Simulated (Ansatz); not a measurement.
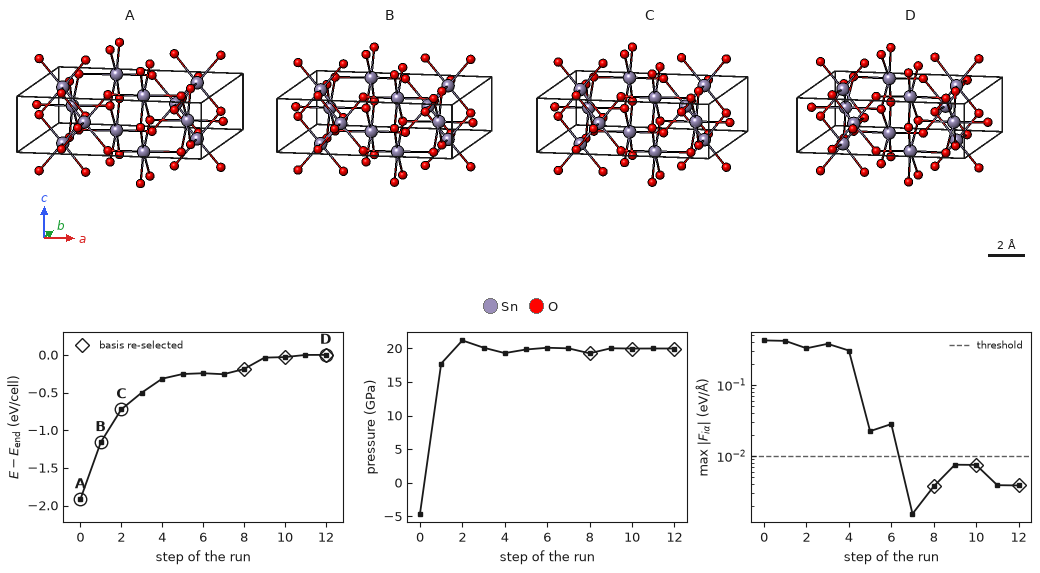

Frames of a relaxation of crystalline SnO2 (set up in I4/m), marked on the history of the run. The picture is a ball-and-stick view of the conventional cell (2 times the calculation's cell), seen slightly off an axis. Lengths and directions refer to the drawn axes.

The run lets cell and atoms move.

These are results of Kohn-Sham DFT of a periodic cell, PBEsol, Ansatz PAW in Ansatz, not measurements.

Input file:
```yaml
crystal:
  lattice:
    - [-5.37331, 5.37331, 1.616233]
    - [5.37331, -5.37331, 1.616233]
    - [5.37331, 5.37331, -1.616233]
  atoms:
    - { symbol: Sn, position: [0.3510765, 0.8310675, 0.182144] }
    - { symbol: Sn, position: [0.8310675, 0.6489235, 0.479991] }
    - { symbol: Sn, position: [0.1689325, 0.3510765, 0.520009] }
    - { symbol: Sn, position: [0.6489235, 0.1689325, 0.817856] }
    - { symbol: O, position: [0.2056015, 0.1549285, 0.36053] }
    - { symbol: O, position: [0.8450715, 0.2056015, 0.050673] }
    - { symbol: O, position: [0.7943985, 0.8450715, 0.63947] }
    - { symbol: O, position: [0.1549285, 0.7943985, 0.949327] }
    - { symbol: O, position: [0.1610445, 0.5429605, 0.704005] }
    - { symbol: O, position: [0.5429605, 0.8389555, 0.381916] }
    - { symbol: O, position: [0.4570395, 0.1610445, 0.618084] }
    - { symbol: O, position: [0.8389555, 0.4570395, 0.295995] }
hamiltonian:
  xc: pbesol
  pseudopotentials: { kind: paw }
kpoints:
  mp_grid: { grid: [7, 7, 7] }
scf:
  occupations: { method: fermi_dirac, width: 0.05 }
output:
  forces: true
  stress: true
  eigenvalues: true
relax:
  f_tol: 0.01
  max_steps: 40
  cell: { stress_tol: 0.05, p_target: 20.0 }
```

Run as
```bash
ansatz run input.yaml --threads 4 --pin off --max-ram 11264MiB --backend cpu --events-out ev --progress --plain --runs-dir out
```

### What happens along the run?

Over 9 accepted moves (12 points after the start) the energy rises by 1.918 eV per cell of the calculation. With the target pressure of 20 GPa, the enthalpy E + pV changes by −2.647 eV per cell of the calculation. The largest force component goes from 0.42 to 0.0039 eV/Å. Pressure: −4.62 GPa at the start and 19.97 GPa at the end. At 3 points the geometry stayed and the basis and grid were re-selected for the new cell (energy shift of 68.9 meV per cell of the calculation at most each time). The largest moves relative to the cell, 0.29 Å, are those of O atoms. Largest moves by element: O 0.29 Å, Sn 0.27 Å. Cell: a = b 10.747 → 9.770 Å (−9.1 %), c 3.232 → 3.145 Å (−2.7 %). Volume −19.6 %. Some distances before and after: O–Sn 2.064 → 1.939 Å, O–Sn 2.112 → 2.028 Å, O–Sn 2.106 → 2.045 Å, O–Sn 2.144 → 2.117 Å. Among the angles between lasting bonds that change: O–Sn–O 93.3° → 82.2°, O–Sn–O 93.3° → 101.9°, O–Sn–O 171.8° → 164.8°. The space group stays I4/m (No. 87). The run took 110 s on 4 threads of Arm Neoverse V2 (shared host), peak memory 0.93 GiB. From step 0 to 1: O atoms move most (0.08 Å), volume −13.4 %, energy +0.759 eV per cell of the calculation. From step 1 to 2: O atoms move most (0.05 Å), volume −3.0 %, energy +0.436 eV per cell of the calculation. From step 2 to 12: Sn atoms move most (0.24 Å), volume −4.2 %, energy +0.724 eV per cell of the calculation.

| step | E − E(0), meV/atom | largest force component, eV/Å | pressure, GPa | volume, Å³/atom | note |
| --- | --- | --- | --- | --- | --- |
| 0 | 0.00 | 0.4244 | -4.62 | 15.555 |  |
| 1 | 63.25 | 0.4182 | 17.73 | 13.464 |  |
| 2 | 99.54 | 0.3288 | 21.17 | 13.061 |  |
| 3 | 118.07 | 0.3799 | 20.09 | 12.829 |  |
| 4 | 133.51 | 0.3058 | 19.29 | 12.686 |  |
| 5 | 138.65 | 0.0224 | 19.82 | 12.634 |  |
| 6 | 139.53 | 0.0282 | 20.08 | 12.626 |  |
| 7 | 138.44 | 0.0015 | 20.00 | 12.635 |  |
| 8 | 144.19 | 0.0037 | 19.25 | 12.635 | same geometry, new basis |
| 9 | 156.79 | 0.0076 | 20.01 | 12.527 |  |
| 10 | 157.40 | 0.0075 | 19.96 | 12.527 | same geometry, new basis |
| 11 | 159.77 | 0.0039 | 19.97 | 12.507 |  |
| 12 | 159.86 | 0.0039 | 19.97 | 12.507 | same geometry, new basis |
